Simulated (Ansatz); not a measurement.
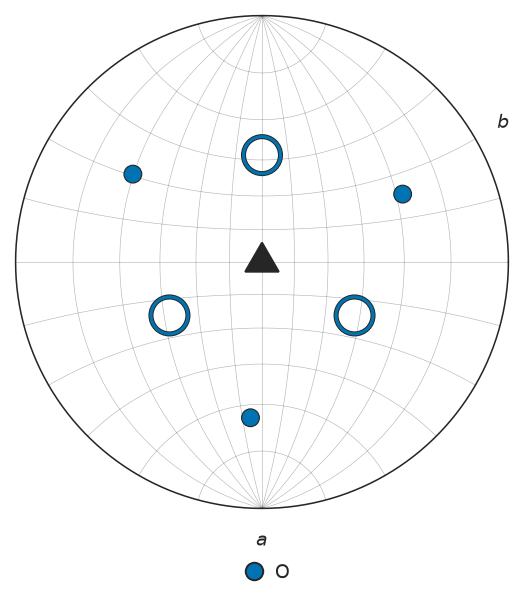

Crystal: Ga2O3, the geometry relaxed with DFT, r2SCAN+rVV10, plane waves, PAW in Ansatz; the starting structure was generated, so it need not be a known form of this composition. Directions from one gallium atom at (0, 0, 0.355) to its bonded neighbours, in stereographic projection down c (filled: above the plane of the page or in it, open: below). Symmetry computed with spglib at a tolerance of 0.002 Å; standard conventional cell.

Neighbours are counted up to 2.29 Å for O. The symmetry elements of the site are drawn in: heavy lines are mirror planes (a heavy rim: a mirror in the plane of the page); lens, triangle, square and hexagon are 2-, 3-, 4- and 6-fold axes, a lens in an open square is −4, a triangle in an open hexagon −6; thin dashed diameters join the ends of axes that lie in the page; a small open circle marks inversion.

```
Ga O
1.0
     4.97550    0.00000    0.00000
    -2.48775    4.30891    0.00000
     0.00000    0.00000   13.40105
Ga O
12 18
Direct
  0.00000 0.00000 0.35549
  0.66667 0.33333 0.18883
  0.33333 0.66667 0.31117
  0.66667 0.33333 0.47784
  0.66667 0.33333 0.68883
  0.33333 0.66667 0.52216
  0.00000 0.00000 0.64451
  0.33333 0.66667 0.81117
  0.33333 0.66667 0.02216
  0.00000 0.00000 0.85549
  0.66667 0.33333 0.97784
  0.00000 0.00000 0.14451
  0.69643 0.00000 0.25000
  0.30357 0.30357 0.25000
  0.63690 0.66667 0.41667
  0.33333 0.97023 0.41667
  0.02977 0.36310 0.41667
  0.00000 0.69643 0.25000
  0.36310 0.33333 0.58333
  0.97023 0.63690 0.58333
  0.30357 0.00000 0.75000
  0.00000 0.30357 0.75000
  0.69643 0.69643 0.75000
  0.66667 0.02977 0.58333
  0.02977 0.66667 0.91667
  0.63690 0.97023 0.91667
  0.97023 0.33333 0.08333
  0.66667 0.63690 0.08333
  0.36310 0.02977 0.08333
  0.33333 0.36310 0.91667
```

> How many neighbours are there, and at what angles?

6: 3 O at 1.92 Å, 3 O at 2.07 Å. Angles between bonds: 78° (3×), 85° (3×), 90° (3×), 103° (3×), 162° (3×).

> What is the site's symmetry in the crystal?

Point group 3 (C3), order 3: one threefold axis. In R-3c, No. 167, hexagonal axes this is Wyckoff position 12c.
